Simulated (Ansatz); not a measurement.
## Geometry relaxation of Pt2Se (part 2 of 2)

Continued. System: Pt2Se (Pnnm, 6 atoms in the cell). Method: DFT PBE, scalar-relativistic, plane waves, PAW, no spin polarisation (Ansatz 0.2.0); cutoff 420 eV, 10×6×10 k-mesh, Gaussian smearing of 0.1 eV. The structure was made by swapping elements on the sites of another compound; it need not be a known phase. It belongs to a series of runs on one base structure; here: marcasite type (Pnnm, No. 58).

Geometry of the input (Å; fractional positions):
```
3.9054  0.0000  0.0000
0.0000  7.5895  0.0000
0.0000  0.0000  3.5107
Pt 0.1432  0.3238  0.0000
Pt 0.8568  0.6762  0.0000
Pt 0.6432  0.1762  0.5000
Pt 0.3568  0.8238  0.5000
Se 0.0000  0.0000  0.0000
Se 0.5000  0.5000  0.5000
```

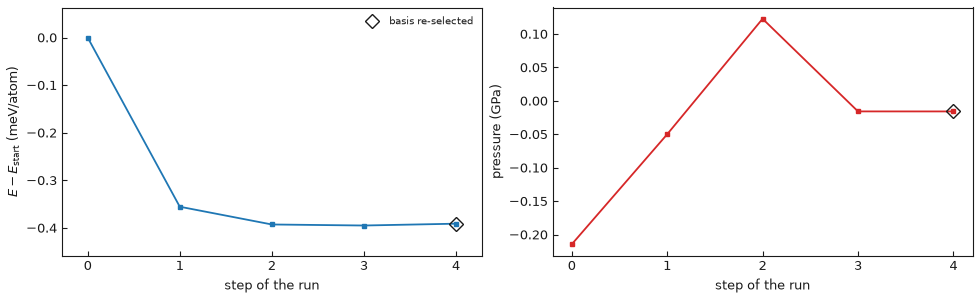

Figure 1. Progress of the relaxation, step by step (the first geometry is step 0 here and step 1 in the log).

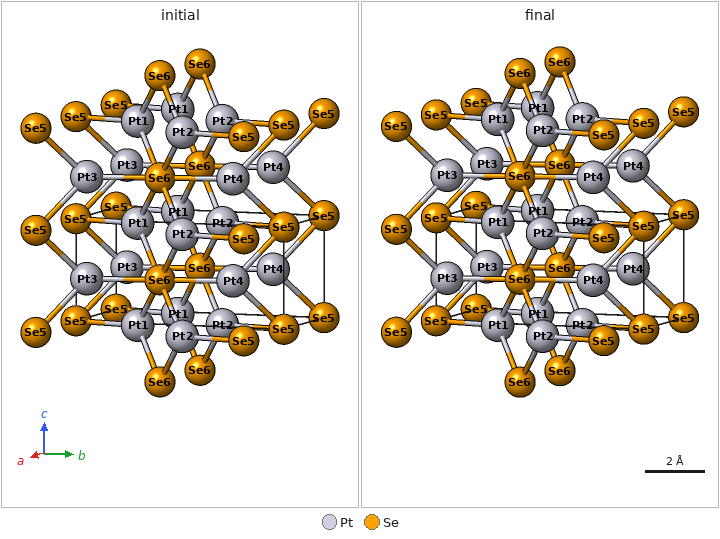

Figure 2. Before (left) and after (right) the relaxation, at one scale (ball-and-stick view of the cell of the calculation, repeated 2 × 1 × 2, with bonded neighbours outside it, seen slightly off an axis). The largest moves relative to the cell, 0.012 Å, are those of Pt1, Pt2, Pt3 and Pt4. Se stays in place. The drawn cell changes at constant volume: a 3.905 → 3.880 Å (−0.6 %), b 7.590 → 7.574 Å (−0.2 %), c 3.511 → 3.539 Å (+0.8 %). The space group stays Pnnm (No. 58). After 3 geometry steps the energy has fallen by 0.4 meV per atom. Largest force component: 0.034 eV/Å at the start, 0.00092 eV/Å at the end. Pressure: −0.21 GPa at the start and −0.02 GPa at the end. A last SCF at the same geometry on a re-selected plane-wave basis shifts the energy by +0.0 meV per atom. (Atoms are counted from 1 in the order of the input.)

```
basis re-selected at this cell: Δ(F+E_penalty+E_count) = +2.336e-5 eV, ΔP = -0.000 GPa vs the last step (what re-selecting the basis moved, of the pressure what is left beyond the Pulay correction that the steps carried, after the strain that the cell walked since its last selection, with what the two solves' SCF thresholds leave and, on support functions, any second-order correction that the steps lacked; it is no measure of the basis error at this ecutwfc). This SCF's stress stands 1.90e-2 GPa from its target on what of the cell is left free (relax.cell.stress_tol is 5.00e-2 GPa) and its largest allowed force component is 9.18e-4 eV/Å (relax.f_tol is 1.00e-2 eV/Å): within both
SCF converged after 8 iterations
Free energy (F): -61029.608471 eV
Harris-Foulkes:  -61029.608471 eV  (|F-HF|=0.00e0)
Internal energy: -61029.598306 eV  (E = F + TS)
E sigma→0 (E₀):  -61029.603388 eV
Entropy (-TS):   -0.010165 eV (-1.694 meV/atom)
Fermi energy:    17.977829 eV
--- Per-component energies (eV) ---
  E_band       = -1388.711621
  E_kinetic    = 2788.913392
  E_local      = -10827.075693  (includes V_loc(G=0)·N_el)
  E_nonlocal   = -381.270291
  E_hartree    = 4582.089385
  E_xc         = -1253.906504
  E_vxc        = -1405.733647  (∫ρ·V_xc dr)
  E_paw        = -41645.482044  (= ΣΔE_a)
  E_vpaw       = -727.723755  (= ΣTr[D̂ρ^β])
  E_aug_tail   = -0.000395  (compensation charges beyond the density's cutoff)
  E_ewald      = -14292.866155
  E_smearing   = -0.010165  (= −TS)
  E_closure    = -0.000000  (closes the sum)
  Σ components = -61029.608471   (vs F -61029.608471, Δ=0.00e0)
--- Forces (eV/Å), atoms counted from 1 ---
  atom   1  Pt     0.00091807    -0.00087638     0.00000000
  atom   2  Pt    -0.00091807     0.00087638    -0.00000000
  atom   3  Pt     0.00091807     0.00087638    -0.00000000
  atom   4  Pt    -0.00091807    -0.00087638     0.00000000
  atom   5  Se    -0.00000000     0.00000000     0.00000000
  atom   6  Se     0.00000000     0.00000000    -0.00000000
  max |Σ_I F_I| component: 1.08e-18 eV/Å
--- Stress (GPa, compression-positive) ---
       -0.011416      -0.000000      -0.000000
       -0.000000      -0.019001      -0.000000
       -0.000000      -0.000000      -0.017065
  P = ⅓ Tr σ = -0.0158 GPa (-0.158 kbar)
--- Band table (eV; the first three rows and the last of 144) ---
  k-point 0: bands = ["-80.2355", "-80.2327", "-80.2210", "-80.2181", "-34.6651", "-34.6589", "-34.6320", "-34.6205", "-34.4902", "-34.4846", "-34.4546", "-34.4078", "-34.3703", "-34.3648", "-34.3231", "-34.2962", "-31.3410", "-31.3393", "-31.3356", "-31.3344", "-31.3256", "-31.3241", "-31.3077", "-31.3075", "-31.3074", "-31.3071", "2.4840", "3.2456", "9.4706", "11.1645", "12.2583", "12.4464", "12.9127", "13.3973", "13.5208", "13.8199", "14.0281", "14.1447", "14.1972", "14.3073", "14.7721", "14.7953", "15.1426", "15.2100", "15.5392", "15.7725", "15.8516", "15.8646", "16.4008", "17.1591", "17.7031", "17.8772", "18.6933", "18.8501", "19.8477", "19.9105", "22.5252", "22.5676", "23.3259", "24.8153", "24.9975", "25.5706", "27.2859"]
  k-point 1: bands = ["-80.2351", "-80.2323", "-80.2213", "-80.2185", "-34.6652", "-34.6597", "-34.6322", "-34.6212", "-34.4884", "-34.4828", "-34.4507", "-34.4047", "-34.3742", "-34.3684", "-34.3262", "-34.2990", "-31.3409", "-31.3393", "-31.3356", "-31.3345", "-31.3256", "-31.3242", "-31.3076", "-31.3075", "-31.3073", "-31.3071", "2.5544", "3.2818", "9.5971", "11.2046", "12.0529", "12.3551", "12.8153", "13.0724", "13.8347", "13.8529", "13.9016", "14.1856", "14.2206", "14.5342", "14.7597", "14.7796", "14.8076", "15.0848", "15.5036", "15.7035", "15.9671", "16.0976", "16.5429", "17.4793", "17.5379", "17.6240", "18.7974", "19.1596", "19.4753", "19.7258", "23.1719", "23.2507", "23.3772", "23.9737", "25.1311", "25.6857", "27.2820"]
  k-point 2: bands = ["-80.2341", "-80.2312", "-80.2223", "-80.2195", "-34.6657", "-34.6616", "-34.6325", "-34.6231", "-34.4826", "-34.4769", "-34.4400", "-34.3959", "-34.3850", "-34.3787", "-34.3351", "-34.3069", "-31.3406", "-31.3393", "-31.3355", "-31.3346", "-31.3254", "-31.3242", "-31.3075", "-31.3074", "-31.3072", "-31.3072", "2.7512", "3.3770", "9.9563", "11.3078", "11.3883", "12.2518", "12.6082", "12.7150", "13.5242", "13.8732", "14.1261", "14.2417", "14.4947", "14.5775", "14.8015", "14.8024", "14.8295", "14.8533", "15.5079", "15.5866", "16.3038", "16.3608", "16.7039", "17.0108", "17.3343", "18.1626", "18.6739", "18.9639", "19.3305", "20.2206", "22.6452", "23.4823", "24.2523", "24.7143", "25.5168", "25.6176", "26.0556"]
  k-point 143: bands = ["-80.2280", "-80.2280", "-80.2252", "-80.2252", "-34.6586", "-34.6586", "-34.6333", "-34.6333", "-34.4982", "-34.4982", "-34.4744", "-34.4744", "-34.3346", "-34.3346", "-34.3133", "-34.3133", "-31.3395", "-31.3395", "-31.3350", "-31.3350", "-31.3246", "-31.3246", "-31.3075", "-31.3075", "-31.3066", "-31.3066", "3.6882", "3.6882", "10.9442", "10.9442", "11.2931", "11.2931", "11.7723", "11.7723", "14.3362", "14.3362", "14.4044", "14.4044", "14.6698", "14.6698", "14.7078", "14.7078", "15.9143", "15.9143", "15.9640", "15.9640", "16.2295", "16.2295", "16.2662", "16.2662", "17.4774", "17.4774", "18.1552", "18.1552", "19.2854", "19.2854", "22.1628", "22.1628", "22.7152", "22.7152", "23.1318", "23.1318", "29.5415"]
--- Relaxed structure (4 steps of the walk, 4 accepted, 1 SCFs on fresh bases) ---
  F+E_penalty+E_count = -61029.60847089 eV   max|allowed force component| = 9.181e-4 eV/Å   (the final SCF, on the basis selected at the relaxed cell)
  cell:  # Å, volume = 104.0206 Å³
    - [3.880359011216452, 8.995071571647429e-34, 1.3432640213660162e-32]
    - [1.7480531642740672e-33, 7.574353355965457, 1.0876775244371975e-33]
    - [1.2074983233110403e-32, 5.031243013796001e-34, 3.5391752174200146]
  atoms:
    - { symbol: Pt, position: [0.14631035047497898, 0.323835312766675, 1.087697802758185e-33] }
    - { symbol: Pt, position: [0.8536896495250208, 0.6761646872333249, -1.1066717418955109e-33] }
    - { symbol: Pt, position: [0.646310350474979, 0.17616468723332496, 0.5] }
    - { symbol: Pt, position: [0.3536896495250209, 0.8238353127666749, 0.5] }
    - { symbol: Se, position: [-7.86579073664442e-20, -7.142737797050964e-21, 7.615023055655536e-35] }
    - { symbol: Se, position: [0.49999999999999994, 0.49999999999999994, 0.5] }
```

**Trajectory as extended XYZ (Å, eV, eV/Å), 5 frames, from step=1 to step=5**
```
6
Lattice="3.9054 0.0000 0.0000 0.0000 7.5895 0.0000 0.0000 0.0000 3.5107" Properties=species:S:1:pos:R:3:forces:R:3 step=1 energy=-61029.60612 pressure_GPa=-0.21
Pt    0.5592    2.4573    0.0000    0.0342   0.0140   0.0000
Pt    3.3462    5.1322    0.0000   -0.0342  -0.0140   0.0000
Pt    2.5119    1.3375    1.7553    0.0342  -0.0140   0.0000
Pt    1.3935    6.2521    1.7553   -0.0342   0.0140   0.0000
Se    0.0000    0.0000    0.0000    0.0000   0.0000   0.0000
Se    1.9527    3.7948    1.7553    0.0000   0.0000   0.0000
6
Lattice="3.8899 0.0000 0.0000 0.0000 7.5670 0.0000 0.0000 0.0000 3.5358" Properties=species:S:1:pos:R:3:forces:R:3 step=2 energy=-61029.60826 pressure_GPa=-0.05
Pt    0.5701    2.4524    0.0000   -0.0061  -0.0182   0.0000
Pt    3.3198    5.1145    0.0000    0.0061   0.0182   0.0000
Pt    2.5150    1.3310    1.7679   -0.0061   0.0182   0.0000
Pt    1.3749    6.2359    1.7679    0.0061  -0.0182   0.0000
Se    0.0000    0.0000    0.0000    0.0000   0.0000   0.0000
Se    1.9450    3.7835    1.7679    0.0000   0.0000   0.0000
6
Lattice="3.8802 0.0000 0.0000 0.0000 7.5716 0.0000 0.0000 0.0000 3.5373" Properties=species:S:1:pos:R:3:forces:R:3 step=3 energy=-61029.60848 pressure_GPa=0.12
Pt    0.5672    2.4527    0.0000   -0.0002  -0.0051   0.0000
Pt    3.3130    5.1189    0.0000    0.0002   0.0051   0.0000
Pt    2.5073    1.3331    1.7686   -0.0002   0.0051   0.0000
Pt    1.3729    6.2385    1.7686    0.0002  -0.0051   0.0000
Se    0.0000    0.0000    0.0000    0.0000   0.0000   0.0000
Se    1.9401    3.7858    1.7686    0.0000   0.0000   0.0000
6
Lattice="3.8804 0.0000 0.0000 0.0000 7.5744 0.0000 0.0000 0.0000 3.5392" Properties=species:S:1:pos:R:3:forces:R:3 step=4 energy=-61029.60849 pressure_GPa=-0.02
Pt    0.5677    2.4528    0.0000    0.0009  -0.0009   0.0000
Pt    3.3126    5.1215    0.0000   -0.0009   0.0009   0.0000
Pt    2.5079    1.3343    1.7696    0.0009   0.0009   0.0000
Pt    1.3724    6.2400    1.7696   -0.0009  -0.0009   0.0000
Se    0.0000    0.0000    0.0000    0.0000   0.0000   0.0000
Se    1.9402    3.7872    1.7696    0.0000   0.0000   0.0000
6
Lattice="3.8804 0.0000 0.0000 0.0000 7.5744 0.0000 0.0000 0.0000 3.5392" Properties=species:S:1:pos:R:3:forces:R:3 step=5 energy=-61029.60847 pressure_GPa=-0.02
Pt    0.5677    2.4528    0.0000    0.0009  -0.0009   0.0000
Pt    3.3126    5.1215    0.0000   -0.0009   0.0009   0.0000
Pt    2.5079    1.3343    1.7696    0.0009   0.0009   0.0000
Pt    1.3724    6.2400    1.7696   -0.0009  -0.0009   0.0000
Se    0.0000    0.0000    0.0000    0.0000   0.0000   0.0000
Se    1.9402    3.7872    1.7696    0.0000   0.0000   0.0000
```
